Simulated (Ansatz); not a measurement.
A periodic structure is given below.

```
CELL_PARAMETERS angstrom
2.56763 0.00000 0.00000
0.00000 4.38743 0.00000
0.00000 0.00000 4.45857
ATOMIC_POSITIONS crystal
C 0.50000 0.81989 0.08348
C 0.50000 0.18011 0.08348
C 0.50000 0.68155 0.39737
C 0.50000 0.31845 0.39737
C 0.00000 0.68648 0.93374
C 0.00000 0.31352 0.93374
C 0.00000 0.67659 0.58552
C 0.00000 0.32341 0.58552
```

Q: Characterise the structure given above.

A: The element is carbon. The symmetry is that of Pmm2 (No. 25), on a primitive orthorhombic lattice. The cell holds eight atoms. The C atoms are each bonded to four C at 1.53 to 1.64 Å. The bonds build a three-dimensional framework.

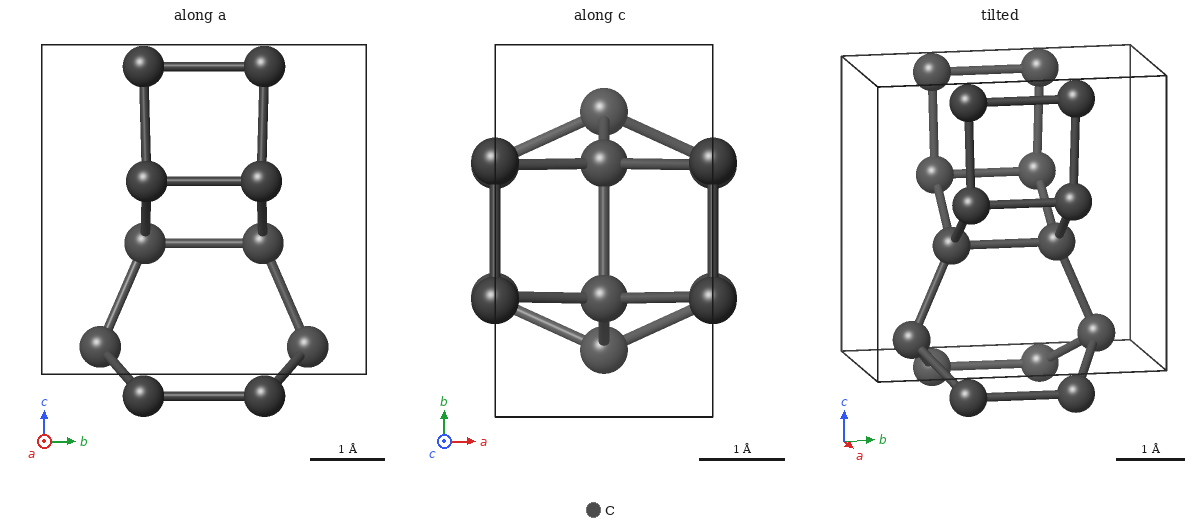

Figure: ball-and-stick view along the a axis, along the c axis and slightly off an axis. The edges of the conventional unit cell are marked. Colours: carbon dark grey.

The structure was taken from a textbook structure type filled with this element (whether it is the usual form wasn't checked). This is the structure after a relaxation with DFT PBE, scalar-relativistic, plane waves, PAW in Ansatz 0.2.0.
